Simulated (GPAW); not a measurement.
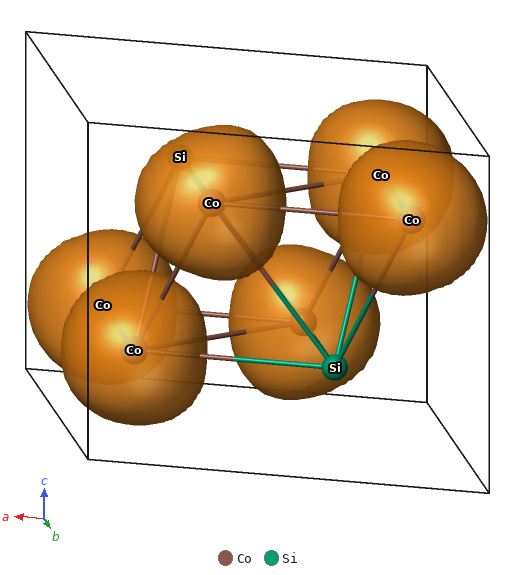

Figure. Co3Si. Isosurface of the spin density at +0.04 e/Å³ (orange), seen at an oblique angle. Sticks mark near contacts.

Space group P6₃/mmc; a structure from a database of computed crystals, not necessarily the ambient phase; computed pressure about −7 GPa in this cell; spin-polarised.

The calculation used Kohn-Sham DFT of a periodic cell, PBEsol, PAW data sets made by gpaw-setup for the functional in GPAW.

```
Co Si
1.0
     4.97647    0.00000    0.00000
    -2.48824    4.30975    0.00000
     0.00000    0.00000    3.97279
Co Si
6 2
Direct
  0.83253 0.16747 0.25000
  0.33494 0.16747 0.25000
  0.83253 0.66506 0.25000
  0.16747 0.83253 0.75000
  0.66506 0.83253 0.75000
  0.16747 0.33494 0.75000
  0.33333 0.66667 0.25000
  0.66667 0.33333 0.75000
```

**Where is the spin, and how is it ordered?**

The spin density sits on Co: +1.0 μB (×6) in one cell of 8 atoms, with smaller moments on other sites: Si (up to −0.06 μB): parallel main moments (a ferromagnetic arrangement) in this solution. The cell of the calculation (8 atoms) carries 5.5 μB of net spin moment.
